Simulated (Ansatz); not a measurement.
## Electronic structure of Zr in real space

The calculation's input:

```
crystal:
  lattice:
    - [0.0, 2.2639383882, 2.2639383882]
    - [2.2639383882, 0.0, 2.2639383882]
    - [2.2639383882, 2.2639383882, 0.0]
  atoms:
    - { symbol: Zr, position: [0.0, 0.0, 0.0] }
hamiltonian:
  xc: hse06
  pseudopotentials:
    kind: paw
    azcp:
      Zr: "pseudopotentials/Zr.paw.azcp"
basis:
  ecutwfc: 420
  fft_grid_basis: typed
kpoints:
  mp_grid: { grid: [6, 6, 6], shift: [0, 0, 0] }
magnetization:
  spin_polarized: false
scf:
  occupations: { method: fermi_dirac, width: 0.1 }
output:
  write_density: true
  write_potential: true
  elf: true
  volumetric_format: npy
```

Run with:

```sh
ansatz run input.yaml --threads 4 --pin off --max-ram 8192MiB --backend cpu --events-out ev --progress --plain --runs-dir out
```

Below, planes, directions and counts refer to the conventional cell (a = 4.53 Å, b = 4.53 Å, c = 4.53 Å, α = 90.00°, β = 90.00°, γ = 90.00°).

Space group Fm-3m; set up as Zr, fcc; a generated structure, not necessarily the stable one.

All numbers below come from DFT, HSE06, plane waves (420 eV) with PAW, scalar-relativistic (Ansatz).

In a PAW calculation such maps are meaningful between the atoms, not at the nuclei.

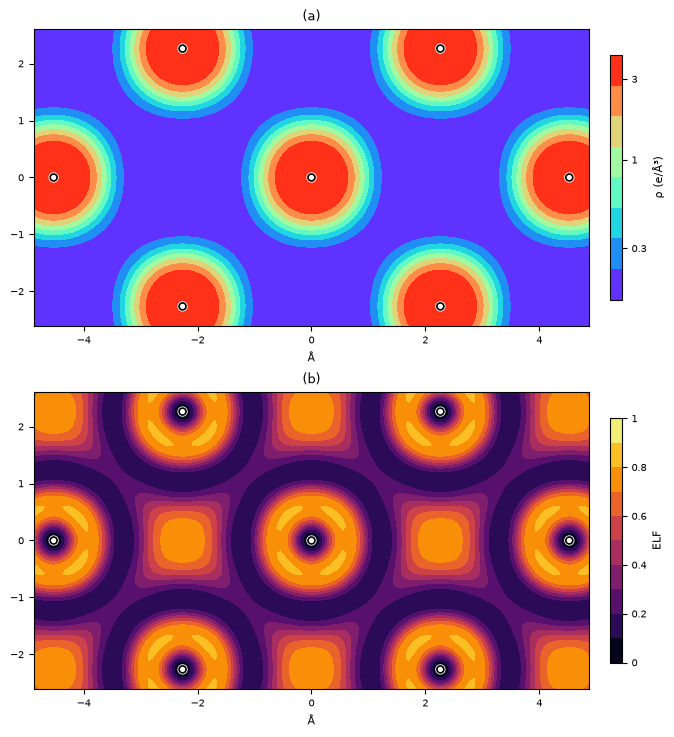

Figure 1. (a) valence pseudo-density; (b) ELF on the (010) plane of the conventional cell. Circles mark the nuclei in the plane (Zr).

**Describe what can be read from this map.**

Atoms in the plane: Zr.
Zr–Zr (3.20 Å): the density is about 0.17 e/Å³ at the midpoint; the ELF is about 0.20 at the midpoint (no localised pair shows between them).
Between the atoms the lowest density in this plane is 0.15 e/Å³.
The ELF has a maximum of about 0.80 in the space between the atoms, 2.3 Å from six Zr atoms, on no atom or two-centre bond.
The features right at Zr lie inside the PAW spheres, where the map follows smoothed inner orbitals and isn't to be read closely.

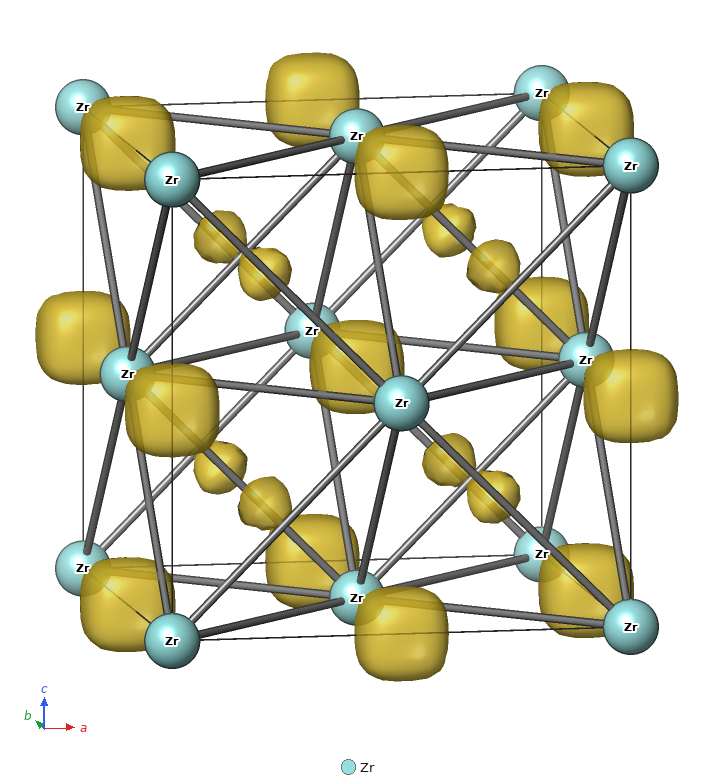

Figure 2. Isosurface of the electron localisation function at 0.65 (yellow), seen slightly off an axis. Core shells and regions of very low density are left out. Sticks mark near contacts.

**Identify the bonds, lone pairs and shells in this picture.**

The ELF exceeds this value in twelve pockets between the atoms, centred on no nucleus (multi-centre or interstitial), counted in one cell of 4 atoms. Regions shared between cells count once. There are no localised bonds or lone pairs at this value.

**Metal or insulator at this level of theory?**

It is metallic or semimetallic at this level of theory: no gap opens.
